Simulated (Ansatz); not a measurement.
Given this structure:

```yaml
crystal:
  lattice:
    - [3.11180, 0.00000, 0.00000]
    - [0.00000, 4.81501, 0.00000]
    - [0.00000, 0.00000, 5.78663]
  atoms:
    - { symbol: Ga, position: [0.00000, 0.00000, 0.00000] }
    - { symbol: Sb, position: [0.50000, 0.50000, 0.00000] }
    - { symbol: Ga, position: [0.50000, 0.50000, 0.50000] }
    - { symbol: Sb, position: [0.00000, 0.00000, 0.50000] }
```

Characterise the structure given above.

Chemical formula GaSb. Its lattice is body-centred orthorhombic, its space group Immm (No. 71). Counting shared atoms by their share gives 2 Ga, 2 Sb, or 4 atoms. Ga bonds to six Sb at 2.87 to 2.89 Å. Sb is linked to six Ga and two Sb (2.87 to 2.89 Å to Ga, 3.11 Å to Sb). The bonds build a three-dimensional framework.

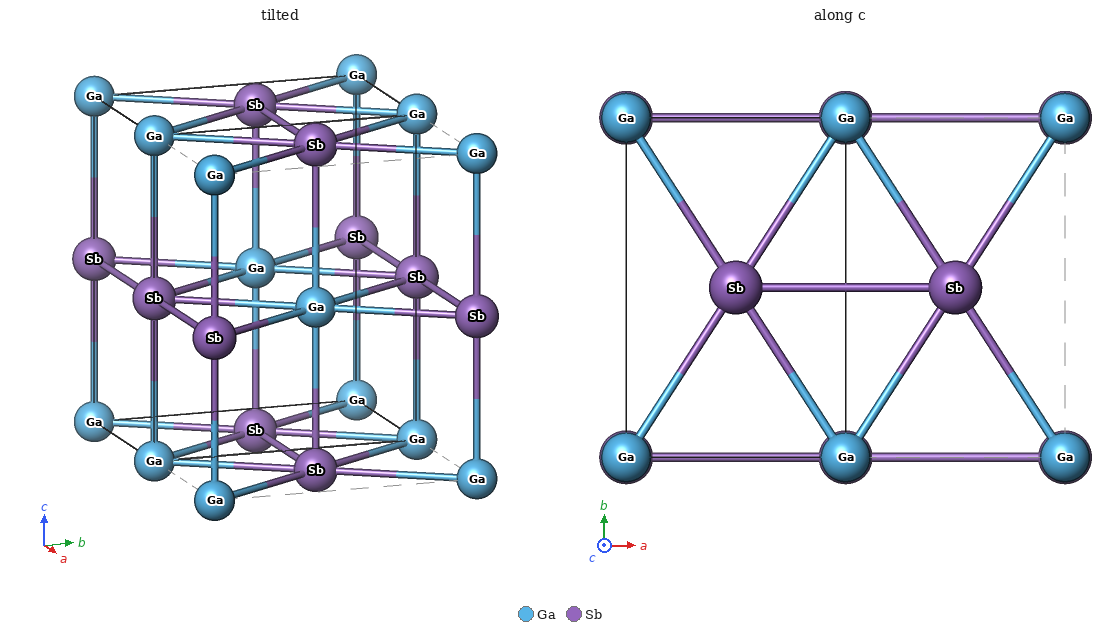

View slightly off an axis and along the c axis, drawn as a ball-and-stick model. A block of 2×1×1 cells is shown, with one conventional unit cell in solid outline.

It goes back to a structure listed in the Materials Project. The cell was then strained or its atoms displaced on purpose. It was run through Ansatz as a DFT input.

At this level of theory the cell isn't at rest (compressed, at 6 GPa), so its distances can differ from those at equilibrium, the more so the softer the solid.
